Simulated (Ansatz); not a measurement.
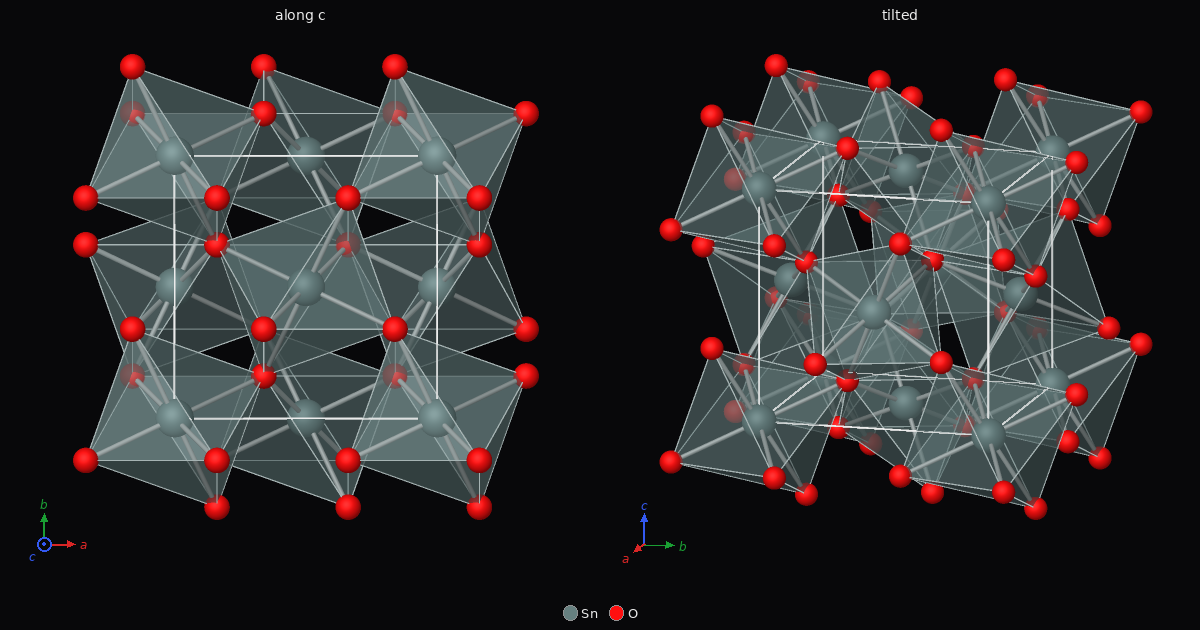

Crystal structure, polyhedral style, seen along the c axis and slightly off an axis. The conventional unit cell is drawn as a box. Some atoms of the next cells are drawn as well.

SnO2, space group Pa-3 (No. 205), a = 5.17 Å, b = 5.17 Å, c = 5.17 Å, α = 90.00°, β = 90.00°, γ = 90.00°.

Setup: DFT PBE, scalar-relativistic, plane waves, PAW (Ansatz 0.2.0); a 420 eV plane-wave basis, Brillouin-zone sampling on an 8×8×8 mesh, Gaussian smearing of 0.02 eV, no spin polarisation.

How large a gap does the method give, if there is one?

Answer. A semiconductor at this level, with a gap of 0.59 eV on the k-mesh (the true edges may lie between mesh points, so the gap can be somewhat smaller).

Its origin is a structure listed in the Materials Project. The structure drawn was relaxed with Ansatz 0.2.0, DFT PBE, scalar-relativistic, plane waves, PAW.
